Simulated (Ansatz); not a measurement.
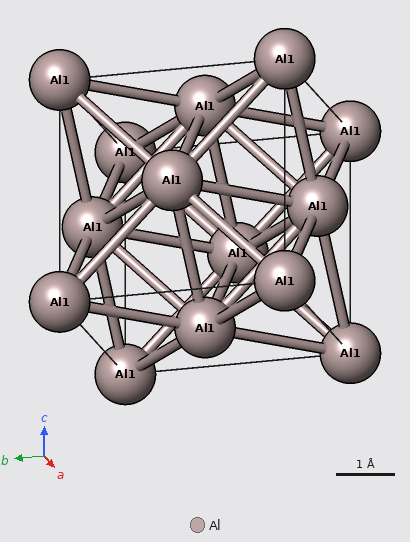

Figure 1. The structure (ball-and-stick view of the cell 4 times as large as that of the calculation, set on its symmetry axes, seen at an oblique angle; atoms are numbered from 1 in the order of the input).

## What a change does: single-point calculation on Al

System: Al (Fm-3m, 1 atom in the cell).
Method of run A: DFT PBEsol, scalar-relativistic, plane waves, PAW, no spin polarisation (Ansatz 0.2.0).

Text and figures count atoms from 1; the logs count them from 0 in places.

### Input file, run A
```yaml
crystal:
  lattice:
    - [0.0, 2.025, 2.025]
    - [2.025, 0.0, 2.025]
    - [2.025, 2.025, 0.0]
  atoms:
    - { symbol: Al, position: [0.0, 0.0, 0.0] }
basis:
  ecutwfc: 600
  ecutrho_ratio: 5
kpoints:
  mp_grid: { grid: [18, 18, 18] }
hamiltonian:
  xc: pbesol
scf:
  occupations: { method: gaussian, width: 0.05 }
output:
  forces: true
  stress: true
  eigenvalues: true
```

Hardware: 4 threads of an x86-64 CPU, shared host.

### Output, shortened to warnings, some set-up lines, iterations and results (run A)
```
Basis set: ecut = 600 eV, 537 PW (Γ), exchange–correlation on 54×54×54 points (8 copies of the dense FFT grid, shifted against one another)
Symmetry: 48 space group operations
k-points: 195 of 5832
Initial density: superposition of atomic densities (neutral atoms: chi_scale 0, normalization atom), corrected by the library's trained network
[...]
SCF iter   1: F=—  HF=-524.543273 eV  |F-HF|=—  |Δ(HF+E_count)|=         —  Δρ=6.65e-4  dr2=3.11e-5  ethr=1.77e-3  ⟨swp⟩=4.7  Hψ=10351  notcnv=0
SCF iter   2: F=—  HF=-524.543291 eV  |F-HF|=—  |Δ(HF+E_count)|=   1.75e-5  Δρ=3.37e-4  dr2=7.88e-6  ethr=1.04e-6  ⟨swp⟩=1.9  Hψ=2930  notcnv=0  defer=3
SCF iter   3: F=-524.543295 eV  HF=-524.543295 eV  |F-HF|=1.72e-9  |Δ(HF+E_count)|=   4.58e-6  Δρ=6.20e-6  dr2=5.39e-9  ethr=2.63e-7  ⟨swp⟩=1.0  Hψ=1070  notcnv=0  defer=3
SCF iter   4: F=-524.543295 eV  HF=-524.543295 eV  |F-HF|=1.36e-10  |Δ(HF+E_count)|=   1.98e-9  Δρ=2.27e-6  dr2=6.91e-10  ethr=1.80e-10  ⟨swp⟩=2.1  Hψ=1353  notcnv=0  defer=3
SCF iter   5: F=-524.543295 eV  HF=-524.543295 eV  |F-HF|=1.93e-12  |Δ(HF+E_count)|=  1.19e-10  Δρ=2.33e-7  dr2=7.85e-12  ethr=2.30e-11  ⟨swp⟩=1.0  Hψ=1070  notcnv=0  defer=3
SCF iter   6: F=-524.543295 eV  HF=-524.543295 eV  |F-HF|=3.41e-13  |Δ(HF+E_count)|=  1.59e-12  Δρ=8.78e-8  dr2=1.18e-12  ethr=1.00e-12  ⟨swp⟩=2.1  Hψ=3947  notcnv=0
SCF 1 converged in 6 iterations: F = -524.543295 eV  dr2 = 1.18e-12
SCF converged after 6 iterations
Free energy (F): -524.543295 eV
Harris-Foulkes:  -524.543295 eV  (|F-HF|=3.41e-13)
Internal energy: -524.542245 eV  (E = F + TS)
E sigma→0 (E₀):  -524.542770 eV
Entropy (-TS):   -0.001050 eV (-1.050 meV/atom)
Fermi energy:    7.803038 eV
--- Per-component energies (eV) ---
  E_band       = 10.249531
  E_kinetic    = 22.722740
  E_local      = 9.658484  (includes V_loc(G=0)·N_el)
  E_nonlocal   = 10.354504
  E_hartree    = 0.101836
  E_xc         = -39.349967
  E_vxc        = -29.089874  (∫ρ·V_xc dr)
  E_paw        = -454.692994  (= ΣΔE_a)
  E_vpaw       = -3.599996  (= ΣTr[D̂ρ^β])
  E_aug_tail   = -0.000000  (compensation charges beyond the density's cutoff)
  E_ewald      = -73.355987
  E_core_change = 0.019139  (= ΣΔE_core)
  E_smearing   = -0.001050  (= −TS)
  E_closure    = -0.000000  (closes the sum)
  Σ components = -524.543295   (vs F -524.543295, Δ=0.00e0)
--- Forces (eV/Å), atoms counted from 1 ---
  atom   1  Al     0.00000000     0.00000000     0.00000000
  max |Σ_I F_I| component: 1.85e-32 eV/Å
--- Stress (GPa, compression-positive) ---
       -1.934561      -0.000000      -0.000000
       -0.000000      -1.934561       0.000000
        0.000000      -0.000000      -1.934561
  P = ⅓ Tr σ = -1.9346 GPa (-19.346 kbar)
```

The input of run B differs as follows (lines with − go, lines with + come):
```diff
-    - [0.0, 2.025, 2.025]
-    - [2.025, 0.0, 2.025]
-    - [2.025, 2.025, 0.0]
+    - [0.0, 2.0073872277, 2.0073872277]
+    - [2.0073872277, 0.0, 2.0073872277]
+    - [2.0073872277, 2.0073872277, 0.0]
```

How does run B compare with run A?

With the same functional and potentials, run B lies 2.7 meV per atom lower. The pressure goes from −1.93 to −0.01 GPa. The volume per atom goes from 16.61 to 16.18 Å³. The cell is scaled evenly with the atoms at fixed fractional positions, so −ΔP/Δ ln V estimates the bulk modulus midway between the two volumes: about 73 GPa. The number of SCF iterations is the same.

### Output, shortened to warnings, some set-up lines, iterations and results (run B)
```
Basis set: ecut = 600 eV, 537 PW (Γ), exchange–correlation on 54×54×54 points (8 copies of the dense FFT grid, shifted against one another)
Symmetry: 48 space group operations
k-points: 195 of 5832
Initial density: superposition of atomic densities (neutral atoms: chi_scale 0, normalization atom), corrected by the library's trained network
[...]
SCF iter   1: F=—  HF=-524.545934 eV  |F-HF|=—  |Δ(HF+E_count)|=         —  Δρ=6.89e-4  dr2=3.19e-5  ethr=1.77e-3  ⟨swp⟩=4.8  Hψ=10292  notcnv=0
SCF iter   2: F=—  HF=-524.545950 eV  |F-HF|=—  |Δ(HF+E_count)|=   1.59e-5  Δρ=3.47e-4  dr2=7.84e-6  ethr=1.06e-6  ⟨swp⟩=1.7  Hψ=2903  notcnv=0  defer=2
SCF iter   3: F=-524.545955 eV  HF=-524.545955 eV  |F-HF|=1.75e-9  |Δ(HF+E_count)|=   5.36e-6  Δρ=7.11e-6  dr2=6.68e-9  ethr=2.61e-7  ⟨swp⟩=1.0  Hψ=1070  notcnv=0  defer=2
SCF iter   4: F=-524.545955 eV  HF=-524.545955 eV  |F-HF|=1.48e-10  |Δ(HF+E_count)|=   2.98e-9  Δρ=2.44e-6  dr2=7.63e-10  ethr=2.23e-10  ⟨swp⟩=2.1  Hψ=1346  notcnv=0  defer=2
SCF iter   5: F=-524.545955 eV  HF=-524.545955 eV  |F-HF|=1.93e-12  |Δ(HF+E_count)|=  1.30e-10  Δρ=1.96e-7  dr2=5.37e-12  ethr=2.54e-11  ⟨swp⟩=1.0  Hψ=1070  notcnv=0  defer=2
SCF iter   6: F=-524.545955 eV  HF=-524.545955 eV  |F-HF|=5.68e-13  |Δ(HF+E_count)|=  1.93e-12  Δρ=5.71e-8  dr2=5.76e-13  ethr=1.00e-12  ⟨swp⟩=2.2  Hψ=3940  notcnv=0
SCF 1 converged in 6 iterations: F = -524.545955 eV  dr2 = 5.76e-13
SCF converged after 6 iterations
Free energy (F): -524.545955 eV
Harris-Foulkes:  -524.545955 eV  (|F-HF|=5.68e-13)
Internal energy: -524.544866 eV  (E = F + TS)
E sigma→0 (E₀):  -524.545411 eV
Entropy (-TS):   -0.001089 eV (-1.089 meV/atom)
Fermi energy:    8.078781 eV
--- Per-component energies (eV) ---
  E_band       = 10.851653
  E_kinetic    = 23.129666
  E_local      = 10.070155  (includes V_loc(G=0)·N_el)
  E_nonlocal   = 10.393213
  E_hartree    = 0.107107
  E_xc         = -39.525781
  E_vxc        = -29.315812  (∫ρ·V_xc dr)
  E_paw        = -454.738754  (= ΣΔE_a)
  E_vpaw       = -3.639783  (= ΣTr[D̂ρ^β])
  E_aug_tail   = -0.000000  (compensation charges beyond the density's cutoff)
  E_ewald      = -73.999611
  E_core_change = 0.019139  (= ΣΔE_core)
  E_smearing   = -0.001089  (= −TS)
  E_closure    = 0.000000  (closes the sum)
  Σ components = -524.545955   (vs F -524.545955, Δ=0.00e0)
--- Forces (eV/Å), atoms counted from 1 ---
  atom   1  Al     0.00000000     0.00000000     0.00000000
  max |Σ_I F_I| component: 3.29e-32 eV/Å
--- Stress (GPa, compression-positive) ---
       -0.009425       0.000000       0.000000
        0.000000      -0.009425       0.000000
        0.000000      -0.000000      -0.009425
  P = ⅓ Tr σ = -0.0094 GPa (-0.094 kbar)
```

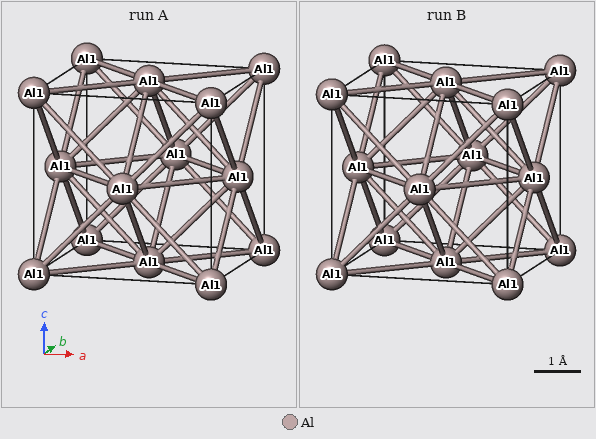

Figure 2. The two input geometries at one scale (ball-and-stick view of the cell 4 times as large as that of the calculation, set on its symmetry axes, seen slightly off an axis). No atom moves by more than 0.005 Å relative to the cell. Cell: a = b = c 4.050 → 4.015 Å (−0.9 %). Volume −2.6 %. Among the contacts that change: Al1–Al1 2.864 → 2.839 Å.

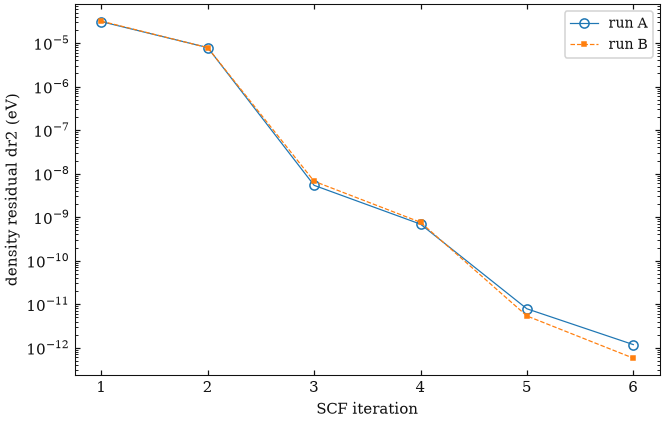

Figure 3. Convergence of the two runs: density residual dr2 against the SCF iteration. Run A takes 6 iterations in all, and run B takes 6.

### The two runs side by side

```csv
quantity,run A,run B
outcome,converged,converged
free energy per atom (eV),−524.5433,−524.5460
"energy per atom, smearing taken to zero (eV)",−524.5428,−524.5454
pressure (GPa),−1.93,−0.01
volume per atom (Å³),16.61,16.18
largest force (eV/Å),0.000,0.000
SCF iterations,6,6
irreducible k-points,195,195
plane waves at Γ,537,537
wall time (shared host),0.71 s,0.73 s
```
